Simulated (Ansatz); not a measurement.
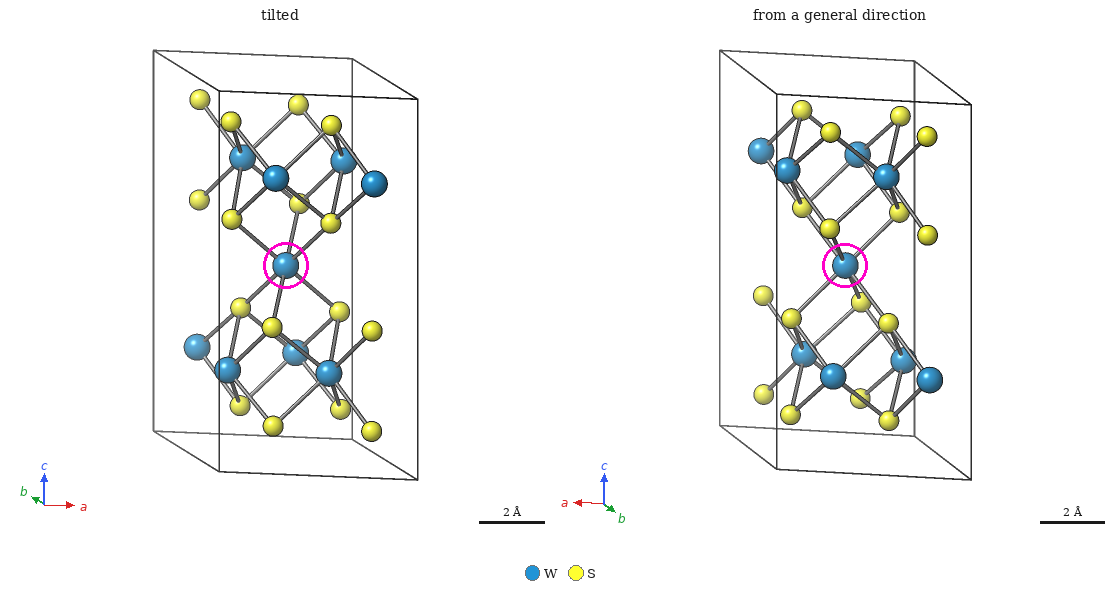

A ball-and-stick rendering, viewed slightly off an axis and from a general direction. Atoms at the boundary of the supercell (the box) are drawn once for each face, edge or corner they touch. The host is WS₂, in a cell of 24 sites, and the cell carries a charge of +2. A ring marks the defect's site.

> Identify the point defect.

An interstitial tungsten atom. It is bonded to six S in a distorted octahedral arrangement at about 2.4 Å. Not all metal-metal contacts are counted.

The atoms were relaxed in the host's cell with DFT PBE+D3(BJ), scalar-relativistic, plane waves, PAW in Ansatz 0.2.0.
